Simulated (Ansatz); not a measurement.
## Energy of SnO₂ along a strain of the cell

System: SnO₂ (12 atoms in the cell).
Method: DFT LDA, scalar-relativistic, plane waves, PAW, PAW set soft_1, no spin polarisation (Ansatz 0.2.0).

The 5 runs differ only in the geometry, by a strain of the cell at fixed fractional positions. Against run 3, the strain is εzz = η. The structure derives from a Materials Project entry.

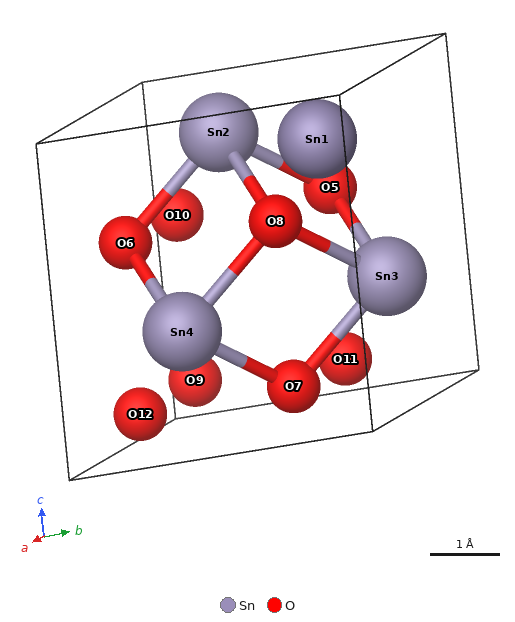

Figure 1. The structure of run 3 (ball-and-stick view of the cell of the calculation, seen slightly off an axis; atoms are numbered from 1 in the order of the input).

## Input of run 3
```yaml
crystal:
  lattice:
    - [3.25345, 1.8783802333, 4.0868653298]
    - [-3.25345, 1.8783802333, 4.0868653298]
    - [0.0, -3.7567604666, 4.0868653298]
  atoms:
    - { symbol: Sn, position: [0.8645353782, 0.8645353782, 0.8645353782] }
    - { symbol: Sn, position: [0.3648691645, 0.3648691645, 0.8648751974] }
    - { symbol: Sn, position: [0.3648691645, 0.8648751974, 0.3648691645] }
    - { symbol: Sn, position: [0.8648751974, 0.3648691645, 0.3648691645] }
    - { symbol: O, position: [0.1199116729, 0.6196051221, 0.6196051221] }
    - { symbol: O, position: [0.6196051221, 0.1199116729, 0.6196051221] }
    - { symbol: O, position: [0.6196051221, 0.6196051221, 0.1199116729] }
    - { symbol: O, position: [0.6099370359, 0.6099370359, 0.6099370359] }
    - { symbol: O, position: [0.1198492242, 0.1198492242, 0.1198492242] }
    - { symbol: O, position: [0.1096932183, 0.1096932183, 0.6100024814] }
    - { symbol: O, position: [0.1096932183, 0.6100024814, 0.1096932183] }
    - { symbol: O, position: [0.6100024814, 0.1096932183, 0.1096932183] }
basis:
  ecutwfc: 520.0
kpoints:
  mp_grid: { grid: [6, 6, 6] }
hamiltonian:
  xc: lda
  pseudopotentials: { kind: paw, azcp: { folder: soft_1 } }
scf:
  occupations: { method: gaussian, width: 0.05 }
output:
  forces: true
  stress: true
  eigenvalues: true
```

Command:
```bash
ansatz run input.yaml --threads 2 --pin off --max-ram 4096MiB --backend cpu --events-out ev --progress --plain --runs-dir out
```

Lattice vectors (Å) and fractional positions of run 3:
```
   3.253450    1.878380    4.086865
  -3.253450    1.878380    4.086865
   0.000000   -3.756760    4.086865
Sn  0.864535  0.864535  0.864535
Sn  0.364869  0.364869  0.864875
Sn  0.364869  0.864875  0.364869
Sn  0.864875  0.364869  0.364869
O   0.119912  0.619605  0.619605
O   0.619605  0.119912  0.619605
O   0.619605  0.619605  0.119912
O   0.609937  0.609937  0.609937
O   0.119849  0.119849  0.119849
O   0.109693  0.109693  0.610002
O   0.109693  0.610002  0.109693
O   0.610002  0.109693  0.109693
```

Run 4 differs from it as follows:
```diff
-    - [3.25345, 1.8783802333, 4.0868653298]
-    - [-3.25345, 1.8783802333, 4.0868653298]
-    - [0.0, -3.7567604666, 4.0868653298]
+    - [3.25345, 1.8783802333, 4.1890333333]
+    - [-3.25345, 1.8783802333, 4.1890333333]
+    - [0.0, -3.7567604666, 4.1890333333]
```

## Results, with one run withheld

```csv
run,strain parameter η (%),"free energy per atom, from the lowest run given (meV)",pressure (GPa),gap on the mesh (eV)
1,−4.9997,1.37,−0.39,1.30
2,−2.4998,0.00,−3.50,1.26
3,0.0000,3.98,−6.22,1.23
4,2.4999,?,?,?
5,4.9998,27.06,−10.71,1.23
```

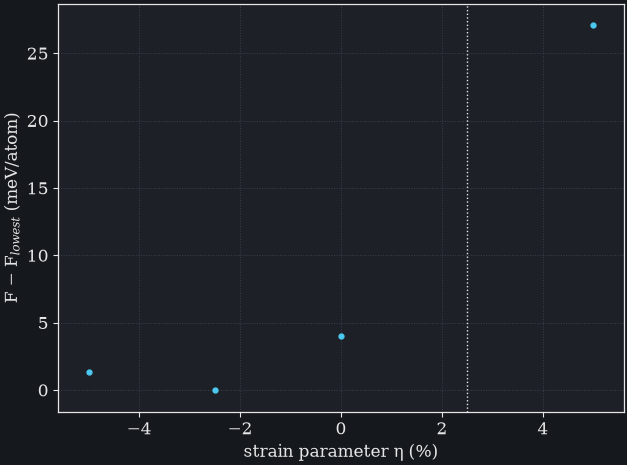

Figure 2. Free energy per atom of the runs given; the dotted line marks run 4.

Fit the runs given and predict run 4.

A quadratic polynomial in the coordinate, fitted to the 4 runs given, misses them by at most 0.07 meV per atom. With x = η + 0.6249, it reads F = 2.4822 + 2.0586 x + 0.41113 x² (meV per atom). At run 4 it gives 12.93 meV per atom, and the run itself gives 13.07. The fit has its minimum at η = −3.1285 %. The gap on the mesh lies between 1.22 eV (run 4) and 1.30 eV (run 1); run 4 has 1.22 eV. These are gaps of this functional on this mesh, which can miss the band edges; they aren't the measured gap.

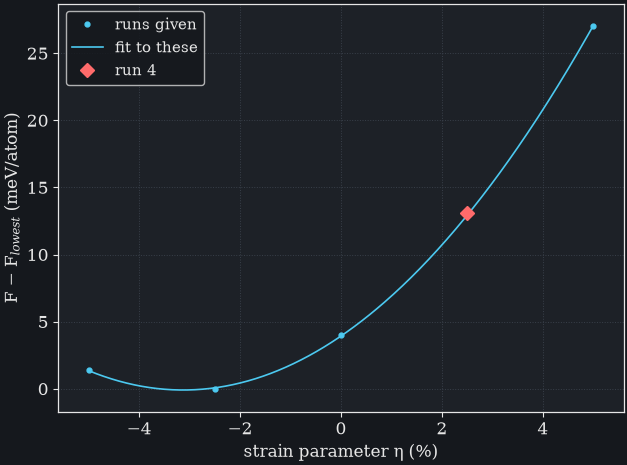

Figure 3. The fit and the withheld run.

## Output, shortened to warnings, some set-up lines, iterations and results (run 4)
```
Warning: [file] the record states the generating functional pbe (its physics header spells it `PBE`), which answers neither for hamiltonian.xc's functional nor for the lda family's — results may be inconsistent (PPs are generated against a specific XC)
Warning: [file] the record states the generating functional pbe (its physics header spells it `PBE`), which answers neither for hamiltonian.xc's functional nor for the lda family's — results may be inconsistent (PPs are generated against a specific XC)
Basis set: ecut = 520 eV, 4107 PW (Γ)
Symmetry: 6 space group operations
k-points: 32 of 216 (time reversal used)
Initial density: superposition of atomic densities (chi_scale 0.1, normalization cell, long waves kept (reshape's long-wave potential 0.04 eV rms))
[...]
SCF iter   1: F=—  HF=-27959.848648 eV  |F-HF|=—  |Δ(HF+E_count)|=         —  Δρ=5.81e-2  dr2=3.92e0  ethr=3.10e-3  ⟨swp⟩=5.8  Hψ=8627  notcnv=0  defer=35
SCF iter   2: F=—  HF=-27958.937922 eV  |F-HF|=—  |Δ(HF+E_count)|=   9.11e-1  Δρ=3.05e-2  dr2=1.01e0  ethr=3.10e-3  ⟨swp⟩=3.0  Hψ=4225  notcnv=0  defer=191
SCF iter   3: F=—  HF=-27958.647234 eV  |F-HF|=—  |Δ(HF+E_count)|=   2.91e-1  Δρ=8.26e-3  dr2=1.14e-1  ethr=9.71e-4  ⟨swp⟩=3.5  Hψ=3666  notcnv=0  defer=63
SCF iter   4: F=—  HF=-27958.619591 eV  |F-HF|=—  |Δ(HF+E_count)|=   2.76e-2  Δρ=2.26e-3  dr2=5.87e-3  ethr=1.09e-4  ⟨swp⟩=2.0  Hψ=2960  notcnv=0  defer=63
SCF iter   5: F=—  HF=-27958.620377 eV  |F-HF|=—  |Δ(HF+E_count)|=   7.86e-4  Δρ=6.83e-4  dr2=6.48e-4  ethr=5.65e-6  ⟨swp⟩=2.8  Hψ=3084  notcnv=0  defer=63
SCF iter   6: F=—  HF=-27958.620672 eV  |F-HF|=—  |Δ(HF+E_count)|=   2.95e-4  Δρ=1.15e-4  dr2=2.02e-5  ethr=6.23e-7  ⟨swp⟩=2.1  Hψ=2288  notcnv=0  defer=63
SCF iter   7: F=—  HF=-27958.620602 eV  |F-HF|=—  |Δ(HF+E_count)|=   6.91e-5  Δρ=1.15e-4  dr2=1.64e-5  ethr=1.94e-8  ⟨swp⟩=2.0  Hψ=2915  notcnv=0  defer=63
SCF iter   8: F=—  HF=-27958.620599 eV  |F-HF|=—  |Δ(HF+E_count)|=   3.04e-6  Δρ=2.23e-5  dr2=5.58e-7  ethr=1.58e-8  ⟨swp⟩=2.0  Hψ=2718  notcnv=0  defer=63
SCF iter   9: F=-27958.620600 eV  HF=-27958.620600 eV  |F-HF|=5.70e-8  |Δ(HF+E_count)|=   1.94e-7  Δρ=8.17e-6  dr2=8.25e-8  ethr=9.62e-11  ⟨swp⟩=10.6  Hψ=8702  notcnv=0
SCF 1 converged in 9 iterations: F = -27958.620600 eV  dr2 = 8.25e-8
SCF converged after 9 iterations
Free energy (F): -27958.620600 eV
Harris-Foulkes:  -27958.620600 eV  (|F-HF|=5.70e-8)
Internal energy: -27958.620600 eV  (E = F + TS)
E sigma→0 (E₀):  -27958.620600 eV
Fermi energy:    8.576484 eV
--- Per-component energies (eV) ---
  E_band       = -364.292239
  E_kinetic    = 2016.834122
  E_local      = -6931.227490  (includes V_loc(G=0)·N_el)
  E_nonlocal   = 1033.217157
  E_hartree    = 3116.736679
  E_xc         = -1057.533336
  E_vxc        = -1042.873044  (∫ρ·V_xc dr)
  E_paw        = -18127.524182  (= ΣΔE_a)
  E_vpaw       = -1673.722171  (= ΣTr[D̂ρ^β])
  E_aug_tail   = 0.001983  (compensation charges beyond the density's cutoff)
  E_ewald      = -8011.600467
  E_core_change = 2.474936  (= ΣΔE_core)
  E_smearing   = -0.000000  (= −TS)
  E_closure    = -0.000000  (closes the sum)
  Σ components = -27958.620600   (vs F -27958.620600, Δ=0.00e0)
--- Forces (eV/Å), atoms counted from 1 ---
  atom   1  Sn    -0.00000000    -0.00000000     0.00643401
  atom   2  Sn    -0.00000000    -0.00183119    -0.00223597
  atom   3  Sn    -0.00158586     0.00091559    -0.00223597
  atom   4  Sn     0.00158586     0.00091559    -0.00223597
  atom   5  O     -0.00108932    -0.00062892     0.53945227
  atom   6  O      0.00108932    -0.00062892     0.53945227
  atom   7  O      0.00000000     0.00125783     0.53945227
  atom   8  O      0.00000000     0.00000000    -0.53944541
  atom   9  O      0.00000000    -0.00000000     0.53920915
  atom  10  O      0.00000000     0.00140074    -0.53929845
  atom  11  O      0.00121308    -0.00070037    -0.53929845
  atom  12  O     -0.00121308    -0.00070037    -0.53929845
  max |Σ_I F_I| component: 4.87e-5 eV/Å
--- Stress (GPa, compression-positive) ---
       -9.945054      -0.000000       0.000000
        0.000000      -9.945054      -0.000000
        0.000000      -0.000000      -5.940946
  P = ⅓ Tr σ = -8.6104 GPa (-86.104 kbar)
```

The program warns: the PAW datasets were made with another functional.
